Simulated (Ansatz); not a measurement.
The calculation's input:

```
crystal:
  lattice:
    - [-1.8996000593, -5.6988001778, 4.8488720583]
    - [-5.6988001778, 1.8996000593, -4.8488720583]
    - [5.6988001778, -1.8996000593, -4.8488720583]
  atoms:
    - { symbol: Ti, position: [0.4, 0.8, 0.6] }
    - { symbol: Ti, position: [0.0, 0.0, 0.0] }
    - { symbol: Ti, position: [0.2, 0.4, 0.8] }
    - { symbol: Ti, position: [0.8, 0.6, 0.2] }
    - { symbol: Ti, position: [0.6, 0.2, 0.4] }
    - { symbol: Ti, position: [0.5, 0.25, 0.75] }
    - { symbol: Ti, position: [0.1, 0.45, 0.15] }
    - { symbol: Ti, position: [0.3, 0.85, 0.95] }
    - { symbol: Ti, position: [0.9, 0.05, 0.35] }
    - { symbol: Ti, position: [0.7, 0.65, 0.55] }
    - { symbol: O, position: [0.5, 0.043518464, 0.543518464] }
    - { symbol: O, position: [0.1, 0.243518464, 0.943518464] }
    - { symbol: O, position: [0.3, 0.643518464, 0.743518464] }
    - { symbol: O, position: [0.9082452701, 0.8415347296, 0.1499910879], spin: 0.2 }
    - { symbol: O, position: [0.7, 0.443518464, 0.343518464] }
    - { symbol: O, position: [0.4, 0.593518464, 0.393518464] }
    - { symbol: O, position: [0.9994935553, 0.7921069395, 0.8038363839], spin: 0.2 }
    - { symbol: O, position: [0.2, 0.193518464, 0.593518464] }
    - { symbol: O, position: [0.795209079, 0.3949768178, 0.9875298586], spin: 0.2 }
    - { symbol: O, position: [0.6, 0.993518464, 0.193518464] }
    - { symbol: O, position: [0.5, 0.456481536, 0.956481536] }
    - { symbol: O, position: [0.1, 0.656481536, 0.356481536] }
    - { symbol: O, position: [0.3, 0.056481536, 0.156481536] }
    - { symbol: O, position: [0.9, 0.256481536, 0.556481536] }
    - { symbol: O, position: [0.7, 0.856481536, 0.756481536] }
    - { symbol: O, position: [0.8, 0.806481536, 0.406481536] }
    - { symbol: O, position: [0.4, 0.006481536, 0.806481536] }
    - { symbol: O, position: [0.6, 0.406481536, 0.606481536] }
    - { symbol: O, position: [0.1914662902, 0.6127367441, 0.005127669], spin: 0.2 }
    - { symbol: O, position: [0.0, 0.206481536, 0.206481536] }
    - { symbol: H, position: [0.9462818713, 0.633982049, 0.9653351237], spin: 0.2 }
  host:
    lattice:
      - [-1.8996000593, 1.8996000593, 4.8488720583]
      - [1.8996000593, -1.8996000593, 4.8488720583]
      - [1.8996000593, 1.8996000593, -4.8488720583]
    atoms:
      - { symbol: Ti, position: [0.0, 0.0, 0.0] }
      - { symbol: Ti, position: [0.75, 0.25, 0.5] }
      - { symbol: O, position: [0.956481536, 0.456481536, 0.5] }
      - { symbol: O, position: [0.206481536, 0.206481536, 0.0] }
      - { symbol: O, position: [0.543518464, 0.043518464, 0.5] }
      - { symbol: O, position: [0.793518464, 0.793518464, 0.0] }
basis:
  ecutwfc: 420
  xc_grid: 2
kpoints:
  mp_grid: { grid: [2, 2, 2], shift: [0.5, 0.5, 0.5] }
hamiltonian:
  xc: pbe
scf:
  occupations: { method: gaussian, width: 0.02 }
  lower_state_search: "off"
output:
  forces: true
  stress: false
  eigenvalues: true
  populations: true
  charged_corrections:
    defect_position: [0.95, 0.65, 0.96666667]
    epsilon: [[79.0575, 0.0, 0.0], [0.0, 79.0575, 0.0], [0.0, 0.0, 32.9095]]
  write_density: true
  write_potential: true
  elf: true
  volumetric_format: npy
magnetization:
  spin_polarized: true
relax:
  adjacent_minimum: "off"
  f_tol: 0.03
  max_steps: 40
```

Command:

```sh
ansatz run input.yaml --threads 8 --pin off --max-ram 16384MiB --backend cpu --events-out ev --progress --plain --runs-dir out
```

The fields are those of the run's last geometry, not of the input's.

Spin-polarised.

Computed with Ansatz 0.2.0, DFT PBE, scalar-relativistic, plane waves, PAW.

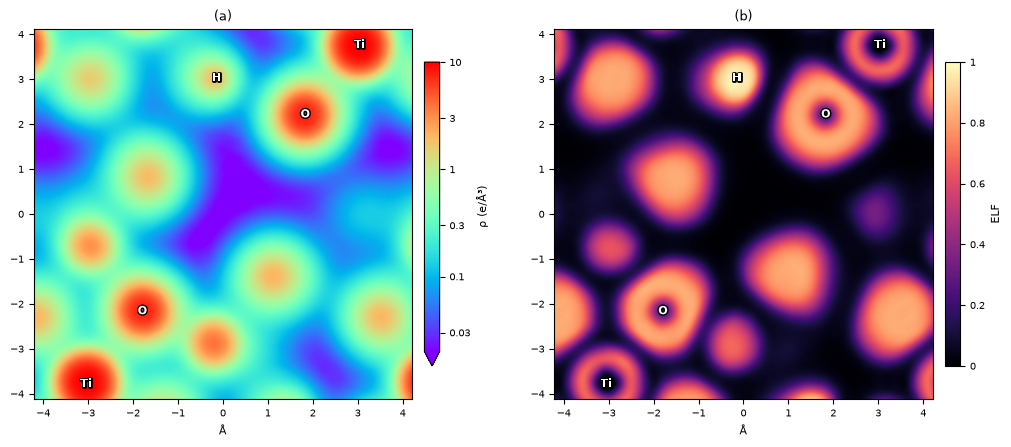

Ti₁₀HO₂₀ (cell with a defect). (a) valence charge density (pseudo); (b) electron localisation function on the (100) plane of the calculation cell.

The density is the valence pseudo-density of a PAW calculation; it isn't the true density close to the nuclei.

Q: Interpret the plot.

A:
- The section cuts through Ti, O and H sites.
- Atoms just off the plane (Ti, 0.6 Å away and O, 0.6 Å away) can leave unmarked features too.
- Ti–O (1.98 Å): ρ at the midpoint is about 0.68 e/Å³; the ELF peaks at about 0.80 in the valence shell of O, 0.6 Å from its nucleus, and is about 0.20 at the midpoint; no localised pair shows between them.
- Ti–O (2.04 Å): ρ is about 0.58 e/Å³ halfway; the ELF peaks at about 0.80 in the valence shell of O, 0.6 Å from its nucleus, and is about 0.20 at the midpoint: no localised pair shows between them.
- Between the atoms the lowest density in this plane is 0.01 e/Å³.
- The features right at Ti lie inside the PAW spheres, where the map follows smoothed inner orbitals and isn't to be read closely.
